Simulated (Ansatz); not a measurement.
## Run report: Cu, single-point calculation

System: Cu (slab, 6 atoms in the cell).
Method: DFT PBE, scalar-relativistic, plane waves, PAW, no spin polarisation (Ansatz 0.2.0).

The structure derives from an entry of the Crystallography Open Database. It belongs to a series of runs on one base structure; here: (1 1 1) slab cut from the bulk. Figures and captions count atoms from 1; the log counts them from 0 in places.

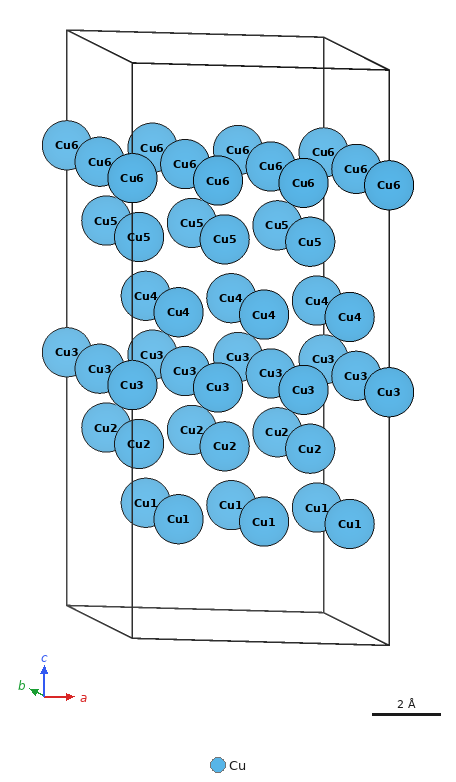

Fig. 1: The structure as given in the input (spheres-only view of the 3 × 2 repeat of the cell, with the vacuum cut short, seen slightly off an axis; atoms are numbered from 1 in the order of the input). An atom can appear more than once, as a periodic image.

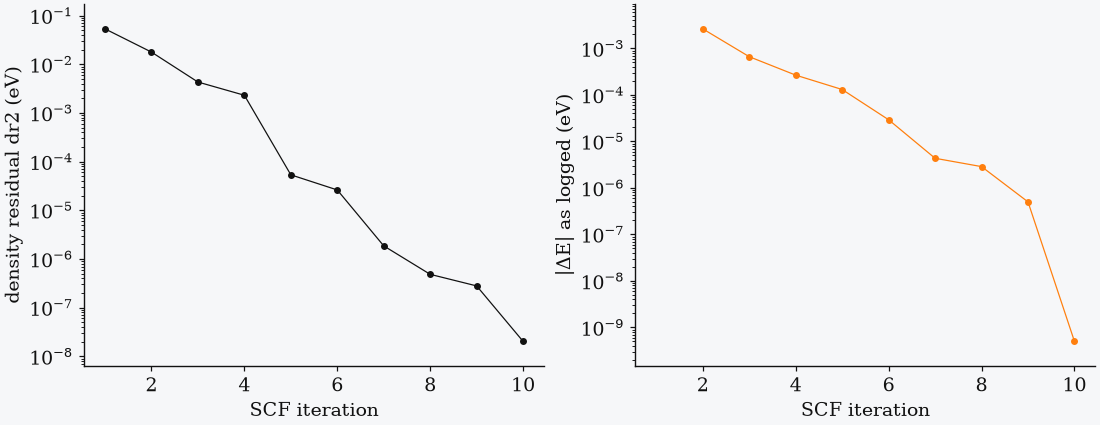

Fig. 2: Convergence of the self-consistent field: density residual dr2 and size of the energy change against the SCF iteration. The residual falls at every step.

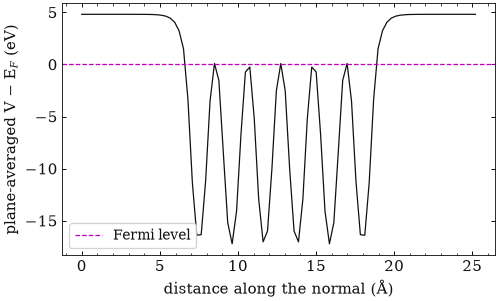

Fig. 3: Plane average of the electrostatic potential energy of an electron across the cell, from the Fermi level. The vacuum level lies 4.81 eV above the Fermi level.

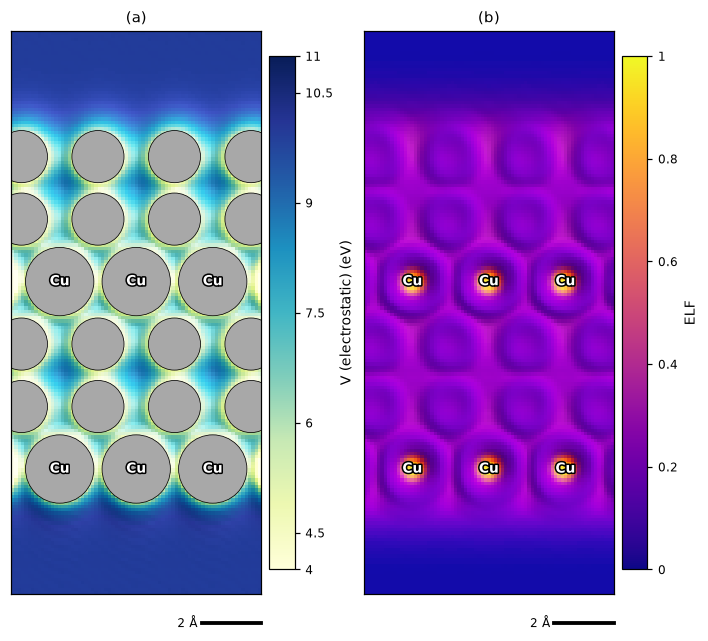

Fig. 4: (a) electrostatic potential energy of an electron; (b) ELF on the (010) plane of the calculation cell, a cut from vacuum to vacuum. Grey discs, where drawn, cover atomic cores. Cu–Cu (2.57 Å): the ELF is about 0.25 at the midpoint; no shared electron pair. The strong features right at Cu lie inside the PAW spheres (semicore, d or f shells) and say nothing about bonding. The fields are those of the smooth PAW valence density.

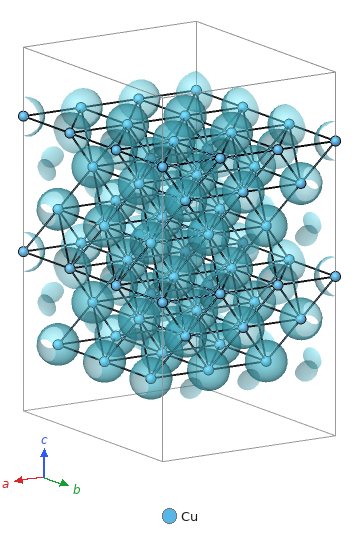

Fig. 5: Isosurface of the valence electron density at 0.6 e/Å³ (cyan), seen at an oblique angle. Sticks mark near contacts. At this value the density breaks into separate islands; it holds about 85 % of the electrons treated as valence (semicore included). It is pinched off along the Cu–Cu (2.57 Å) contacts. On the grid the lowest density along these lines, outside the cores, is 0.26 e/Å³ (Cu–Cu, 2.57 Å).

The input that produced these results follows, with the program's output.

## The input
```yaml
crystal:
  lattice:
    - [2.5666196055, 0.0, 0.0]
    - [-1.2833098028, 2.2227577802, 0.0]
    - [0.0, 0.0, 25.4781806622]
  atoms:
    - { symbol: Cu, position: [0.6666666667, 0.3333333333, 0.2943695274] }
    - { symbol: Cu, position: [0.3333333333, 0.6666666667, 0.3766217164] }
    - { symbol: Cu, position: [0.0, 0.0, 0.4588739055] }
    - { symbol: Cu, position: [0.6666666667, 0.3333333333, 0.5411260945] }
    - { symbol: Cu, position: [0.3333333333, 0.6666666667, 0.6233782836] }
    - { symbol: Cu, position: [0.0, 0.0, 0.7056304726] }
basis:
  ecutwfc: 420
kpoints:
  mp_grid: { grid: [15, 15, 1] }
hamiltonian:
  xc: pbe
scf:
  occupations: { method: gaussian, width: 0.1 }
output:
  forces: true
  stress: true
  eigenvalues: true
  write_density: true
  write_potential: true
  elf: true
  volumetric_format: npy
efield:
  axis: 3
  dipole_correction: true
  ramp_width: 0.04
```

Launched with:
```bash
ansatz run input.yaml --threads 1 --pin off --max-ram 2560MiB --backend cpu --events-out ev --progress --plain --runs-dir out
```

## The program's output
```
Engine: ansatz 0.2.0, x86_64-unknown-linux-gnu
Pseudopotentials: kind: paw
Pseudopotential: Cu, paw, valence charge 19, recommended cutoff 420 eV (normal), Cu.paw.azcp
Functional definition: PBE
  parameter kappa = 0.804
  parameter beta = 0.06672455060314922
  exchange = pbe_x(kappa = kappa, mu = beta*pi^2/3)
  correlation = pbe_c(beta = beta)
Crystal: 6 atoms, lattice volume = 145.352 Å³
Basis set: ecut = 420 eV, 2911 PW (Γ), exchange–correlation on 36×36×360 points (8 copies of the dense FFT grid, shifted against one another)
Bands: 69, of which v1, the nominal top of the filled ones, is band 57 counted from 1 (56 counted from 0)
Symmetry: 6 space group operations
k-points: 27 of 225 (time reversal used)
Non-local potential: Cu, projectors of the file, l = 0: 3, l = 1: 2, l = 2: 3, l = 3: 1
PAW form: soft (Blöchl's): semilocal exchange-correlation on the pseudo side does not see the compensation charge
PAW one-centre angular grid: Cu, 590 points (default); XC on 64 Gauss nodes
Initial density: superposition of atomic densities (neutral atoms: chi_scale 0, normalization atom), corrected by the library's trained network
Initial wavefunctions: pseudopotential atomic-orbital guess
Functional: x = pbe(κ = 0.804, μ = 0.2195149727645171), c = pbe(β = 0.06672455060314922)
SCF iter   1: F=—  HF=-39750.084205 eV  |F-HF|=—  |Δ(HF+E_count)|=         —  Δρ=1.45e-3  dr2=5.34e-2  ethr=1.77e-3  p=0.000 e·Å  D=1.49e-13 V/Å  ΔV_dip=-0.00 eV  dr2_dipole=7.35e-10  V_vac-E_F(+/−)=4.76/4.76 eV  ⟨swp⟩=7.0  Hψ=7556  notcnv=0  defer=49
efield: sawtooth ramp at fractional position 0.9800 (placed from the atoms, in the widest stretch of the axis that holds none; the zero of the levels goes with the place), width 0.0400; the density the first Hamiltonian is built on has a dipole p = 0.000 e·Å; the dipole correction subtracts the counter field D = 1.49e-13 V/Å, which shifts the + side's vacuum level by -0.00 eV against the − side's; the planar-averaged density in the ramp window peaks in size at 6.6e-5 e/Å³
preconditioner: auto → LDOS  [metal: Δε(μ)=0.038 eV  Ē_g=8.869 eV  σ=0.100 eV  W_gap=0.21  n_scr=20 (ndim 8)  ℏωp=25.0 eV  f_vac=0.478  D(μ)=3.56/eV (n_scr^D=16)  β→1.0]
SCF iter   2: F=—  HF=-39750.086844 eV  |F-HF|=—  |Δ(HF+E_count)|=   2.64e-3  Δρ=2.98e-3  dr2=1.78e-2  ethr=4.68e-5  p=-0.000 e·Å  D=-1.42e-6 V/Å  ΔV_dip=0.00 eV  dr2_dipole=3.47e-10  V_vac-E_F(+/−)=4.79/4.79 eV  ⟨swp⟩=2.5  Hψ=3167  notcnv=0  defer=78
SCF iter   3: F=—  HF=-39750.086179 eV  |F-HF|=—  |Δ(HF+E_count)|=   6.65e-4  Δρ=1.15e-3  dr2=4.32e-3  ethr=1.56e-5  p=0.000 e·Å  D=1.58e-7 V/Å  ΔV_dip=-0.00 eV  dr2_dipole=1.06e-8  V_vac-E_F(+/−)=4.78/4.78 eV  ⟨swp⟩=2.0  Hψ=2558  notcnv=0  defer=78
SCF iter   4: F=—  HF=-39750.085912 eV  |F-HF|=—  |Δ(HF+E_count)|=   2.67e-4  Δρ=1.01e-3  dr2=2.31e-3  ethr=3.79e-6  p=-0.000 e·Å  D=-1.70e-6 V/Å  ΔV_dip=0.00 eV  dr2_dipole=3.36e-10  V_vac-E_F(+/−)=4.80/4.80 eV  ⟨swp⟩=2.0  Hψ=2562  notcnv=0  defer=78
SCF iter   5: F=—  HF=-39750.085782 eV  |F-HF|=—  |Δ(HF+E_count)|=   1.31e-4  Δρ=1.60e-4  dr2=5.36e-5  ethr=2.03e-6  p=-0.000 e·Å  D=-5.29e-7 V/Å  ΔV_dip=0.00 eV  dr2_dipole=1.45e-9  V_vac-E_F(+/−)=4.81/4.81 eV  ⟨swp⟩=1.9  Hψ=2081  notcnv=0  defer=78
SCF iter   6: F=—  HF=-39750.085811 eV  |F-HF|=—  |Δ(HF+E_count)|=   2.93e-5  Δρ=1.48e-4  dr2=2.62e-5  ethr=4.70e-8  p=-0.000 e·Å  D=-3.83e-7 V/Å  ΔV_dip=0.00 eV  dr2_dipole=3.60e-10  V_vac-E_F(+/−)=4.81/4.81 eV  ⟨swp⟩=2.6  Hψ=2903  notcnv=0  defer=78
SCF iter   7: F=—  HF=-39750.085815 eV  |F-HF|=—  |Δ(HF+E_count)|=   4.35e-6  Δρ=2.83e-5  dr2=1.86e-6  ethr=2.29e-8  p=-0.000 e·Å  D=-1.83e-7 V/Å  ΔV_dip=0.00 eV  dr2_dipole=2.76e-10  V_vac-E_F(+/−)=4.81/4.81 eV  ⟨swp⟩=2.0  Hψ=2428  notcnv=0  defer=78
SCF iter   8: F=—  HF=-39750.085818 eV  |F-HF|=—  |Δ(HF+E_count)|=   2.88e-6  Δρ=1.67e-5  dr2=4.84e-7  ethr=1.63e-9  p=-0.000 e·Å  D=-8.75e-8 V/Å  ΔV_dip=0.00 eV  dr2_dipole=8.64e-11  V_vac-E_F(+/−)=4.82/4.82 eV  ⟨swp⟩=2.2  Hψ=2616  notcnv=0  defer=78
SCF iter   9: F=—  HF=-39750.085819 eV  |F-HF|=—  |Δ(HF+E_count)|=   5.02e-7  Δρ=1.78e-5  dr2=2.80e-7  ethr=4.25e-10  p=-0.000 e·Å  D=-7.61e-8 V/Å  ΔV_dip=0.00 eV  dr2_dipole=5.91e-11  V_vac-E_F(+/−)=4.82/4.82 eV  ⟨swp⟩=2.0  Hψ=2669  notcnv=0  defer=78
SCF iter  10: F=-39750.085819 eV  HF=-39750.085819 eV  |F-HF|=3.79e-8  |Δ(HF+E_count)|=  5.02e-10  Δρ=3.15e-6  dr2=2.03e-8  ethr=8.77e-11  p=-0.000 e·Å  D=-4.06e-8 V/Å  ΔV_dip=0.00 eV  dr2_dipole=3.07e-11  V_vac-E_F(+/−)=4.82/4.82 eV  ⟨swp⟩=16.5  Hψ=16768  notcnv=0
SCF 1 converged in 10 iterations: F = -39750.085819 eV  dr2 = 2.03e-8
  greatest PAW one-centre occupation: 1.000 electrons in one spin orbital (limit 2), on the Cu atom at site 0 (counted from 0), in its partial waves of l = 0
WARN: The output density's exchange-correlation potential varies sharply where the density is thin. Do not read a vacuum level from v_tot or v_xc, or from such a field of the output density. On a cell that repeats whose density bears no net charge and no dipole along the vacuum's axis use v_es (v_loc + v_h of the components); under efield.dipole_correction with no amplitude use v_es + v_field, which holds any external_charges[].barrier, or the levels of the report's work_function block, which leave it out; under a non-zero efield.amplitude the vacuum is tilted and has no level; on a cell that repeats and bears such a dipole with no correction it is tilted too, and efield.dipole_correction with no amplitude gives each side of its ramp a level where efield: is served; in a cell that repeats whose density bears a net charge (total_charge, or a fill off its count) it is curved and has none; of a slab under crystal.periodic whose density bears no net charge use v_es, which has a level on each side, short of where the two are joined; of another it falls or rises all the way out and has none; of a slab beside external_charges read slab_vacuum_level instead, which it has where they leave it neutral. The grid or the basis barely resolves most such structure, and the values can differ between equally converged runs; as a rule a tighter scf.convergence.dr2_threshold does not remove it. Where the density itself ripples (under the LDA too) a higher basis.ecutwfc lessens it. The files hold the spikes' plane waves up to the density's cutoff. Files: v_tot_of_output_density and the like, and their columns of v_z.tsv (output.write_potential); v_xc_of_output_density and the like, and their columns of v_comp_z.tsv (output.write_potential_components). Measured: with its Gaussian average of σ = 0.25 Å subtracted twice, the exchange-correlation potential is over 0.1 eV at 43 of the grid points where the equally averaged density (valence and model cores) is under 1e-3 e/Å³, and 0.165 eV at the most among them, at an averaged density of 2.5e-8 e/Å³. The input density's (outcome.potential() and, of a run that writes arrays, v_tot and v_xc) is over 0.1 eV, so measured, at 284 points of its own thin density, 0.163 eV at the most. See output.write_potential in the manual, Limitations
SCF converged after 10 iterations
Free energy (F): -39750.085819 eV
Harris-Foulkes:  -39750.085819 eV  (|F-HF|=3.79e-8)
Internal energy: -39750.068526 eV  (E = F + TS)
E sigma→0 (E₀):  -39750.077173 eV
Entropy (-TS):   -0.017293 eV (-2.882 meV/atom)
Fermi energy:    5.744713 eV
Dipole field:    D = 0.000009 V/Å  (p = 0.000007 e·Å, saw-weighted, corrected)
Work function:   Φ+ = 4.8150 eV   Φ− = 4.8152 eV
Levels:          The Fermi level and band energies are counted from a zero that moves with the ramp; work functions are not
--- Per-component energies (eV) ---
  E_band       = -3395.606963
  E_kinetic    = 1797.517153
  E_local      = -253847.730525  (includes V_loc(G=0)·N_el)
  E_nonlocal   = 2344.172473
  E_hartree    = 124860.279197
  E_xc         = -534.447458
  E_vxc        = -689.418183  (∫ρ·V_xc dr)
  E_paw        = -9982.419558  (= ΣΔE_a)
  E_vpaw       = -2720.662890  (= ΣTr[D̂ρ^β])
  E_aug_tail   = 0.001620  (compensation charges beyond the density's cutoff)
  E_efield     = 0.000000  (sawtooth field / dipole correction)
  E_vefield    = 0.000000  (∫n·V_field dr)
  E_ewald      = 95612.558573
  E_smearing   = -0.017293  (= −TS)
  E_closure    = 0.000000  (closes the sum)
  Σ components = -39750.085819   (vs F -39750.085819, Δ=0.00e0)
--- Forces (eV/Å), atoms counted from 1 ---
  atom   1  Cu     0.00000000     0.00000000     0.06059282
  atom   2  Cu    -0.00000000    -0.00000000    -0.03954818
  atom   3  Cu    -0.00000000    -0.00000000    -0.05403773
  atom   4  Cu     0.00000000     0.00000000     0.05403763
  atom   5  Cu     0.00000000     0.00000000     0.03954816
  atom   6  Cu    -0.00000000     0.00000000    -0.06059329
  max |Σ_I F_I| component: 5.83e-7 eV/Å
--- Stress (GPa, compression-positive) ---
       -1.476081      -0.000000       0.000000
       -0.000000      -1.476081       0.000000
        0.000000       0.000000      -0.302324
  P = ⅓ Tr σ = -1.0848 GPa (-10.848 kbar)
--- Band table (eV; the first three rows and the last of 27) ---
  k-point 0: bands = ["-106.8274", "-106.8210", "-106.7785", "-106.7785", "-106.4727", "-106.4727", "-64.2243", "-64.1836", "-64.1603", "-64.1603", "-64.1526", "-64.1526", "-64.1410", "-64.1305", "-64.1116", "-64.1116", "-64.1115", "-64.1115", "-63.8315", "-63.8315", "-63.8315", "-63.8315", "-63.7985", "-63.7985", "-3.3635", "-2.7033", "-1.7111", "-0.5391", "0.3963", "0.6976", "2.6228", "2.6328", "2.7617", "2.7617", "2.8093", "2.8093", "2.8099", "2.8643", "2.8643", "2.9051", "2.9051", "2.9374", "3.1551", "3.1551", "3.1693", "3.1693", "3.4354", "3.5748", "3.5748", "3.6372", "3.6372", "3.7641", "3.7641", "3.9494", "3.9494", "4.1634", "4.1634", "4.2030", "4.2030", "4.9353", "5.4183", "9.9492", "10.1361", "11.1826", "11.3793", "13.2148", "13.4823", "15.8432", "16.2362"]
  k-point 1: bands = ["-106.8270", "-106.8207", "-106.7782", "-106.7781", "-106.4723", "-106.4723", "-64.2233", "-64.1839", "-64.1629", "-64.1613", "-64.1568", "-64.1534", "-64.1399", "-64.1309", "-64.1148", "-64.1147", "-64.1124", "-64.1124", "-63.8348", "-63.8348", "-63.8324", "-63.8323", "-63.7981", "-63.7981", "-3.2216", "-2.5644", "-1.5777", "-0.4141", "0.5076", "0.7918", "2.5556", "2.5790", "2.7124", "2.7580", "2.8040", "2.8108", "2.8347", "2.8423", "2.9131", "2.9134", "2.9385", "2.9492", "3.1062", "3.1554", "3.1932", "3.2125", "3.2451", "3.5290", "3.5350", "3.6483", "3.6488", "3.7659", "3.8165", "3.9500", "3.9639", "4.0031", "4.1632", "4.2045", "4.2376", "5.2547", "5.8075", "10.0451", "10.2682", "11.2971", "11.5056", "13.3464", "13.5976", "15.9750", "16.3560"]
  k-point 2: bands = ["-106.8257", "-106.8198", "-106.7771", "-106.7771", "-106.4712", "-106.4712", "-64.2204", "-64.1861", "-64.1697", "-64.1664", "-64.1640", "-64.1555", "-64.1385", "-64.1325", "-64.1241", "-64.1228", "-64.1148", "-64.1147", "-63.8443", "-63.8443", "-63.8347", "-63.8347", "-63.7972", "-63.7971", "-2.8021", "-2.1557", "-1.1888", "-0.0572", "0.8184", "1.0530", "2.3770", "2.4683", "2.5571", "2.6254", "2.7019", "2.7715", "2.8885", "2.9240", "2.9467", "2.9508", "2.9865", "3.0542", "3.0695", "3.0881", "3.1314", "3.2772", "3.3304", "3.4468", "3.5021", "3.5890", "3.6542", "3.6810", "3.7735", "3.7856", "3.9501", "4.0738", "4.1621", "4.2085", "4.6754", "5.8752", "6.6368", "10.3329", "10.6645", "11.6523", "11.8851", "13.7411", "13.9467", "16.3686", "16.7139"]
  k-point 26: bands = ["-106.8143", "-106.8143", "-106.7690", "-106.7690", "-106.4630", "-106.4630", "-64.2207", "-64.2179", "-64.2179", "-64.2065", "-64.1844", "-64.1844", "-64.1661", "-64.1661", "-64.1561", "-64.1561", "-64.1357", "-64.1351", "-63.8861", "-63.8861", "-63.8856", "-63.8856", "-63.7895", "-63.7895", "1.7931", "1.7931", "1.8273", "1.9047", "1.9054", "1.9054", "1.9199", "2.0375", "2.0375", "2.2001", "2.2001", "2.5466", "2.5466", "2.6508", "2.7237", "3.0869", "3.0869", "3.1333", "3.1341", "3.4677", "3.4697", "3.4697", "3.6825", "3.6825", "4.0240", "4.0240", "4.0659", "4.1264", "4.1264", "4.1396", "9.0454", "9.0677", "9.0677", "9.4566", "9.4566", "10.0117", "10.2076", "10.8807", "10.8807", "11.1603", "12.0267", "12.0267", "13.5084", "13.5084", "14.5269"]
```

## Results in brief

```csv
quantity,value
outcome,converged
electrons treated,114
free energy,−39750.0858 eV
"work function, top face",4.81 eV
"work function, bottom face",4.82 eV
Fermi energy,5.745 eV
gap on the k-point mesh,none (metallic)
work function (upper face),4.81 eV
largest force (length of the vector),0.061 eV/Å
hardware,"1 thread of Intel Xeon @ 2.50GHz (Skylake/Cascade Lake), 189 GiB of memory available, shared host"
wall time,75 s
peak memory,0.49 GiB
```

## Remarks

The program warns: the exchange-correlation potential is rough where the density is thin.
